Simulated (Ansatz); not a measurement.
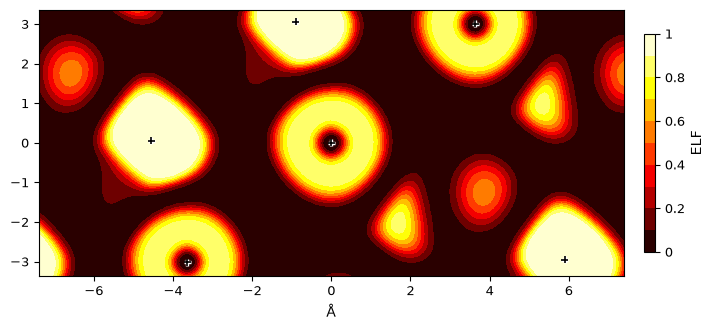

The electron localisation function on a plane through atoms (crosses mark nuclei in the plane).

These are results of Ansatz, DFT PBE, scalar-relativistic, plane waves, PAW, not measurements.

Candidates:
A. RbH2, a = 8.51 Å, b = 4.11 Å, c = 8.09 Å, α = 90.03°, β = 116.04°, γ = 90.02°. Space group P1; started from the random prototype, which need not be the ambient phase.
B. AlP, a = 5.20 Å, b = 5.20 Å, c = 5.20 Å, α = 90.00°, β = 90.00°, γ = 90.00°. Space group F-43m; computed pressure about 20 GPa in this cell.
C. BN, a = 4.35 Å, b = 2.51 Å, c = 4.74 Å, α = 90.04°, β = 117.07°, γ = 90.00°. Space group Cm; a structure from a database of computed crystals, not necessarily the ambient phase.

### Which system is this?

Candidate A: RbH2 on the (111) plane of the standardised cell, which holds Rb and H.
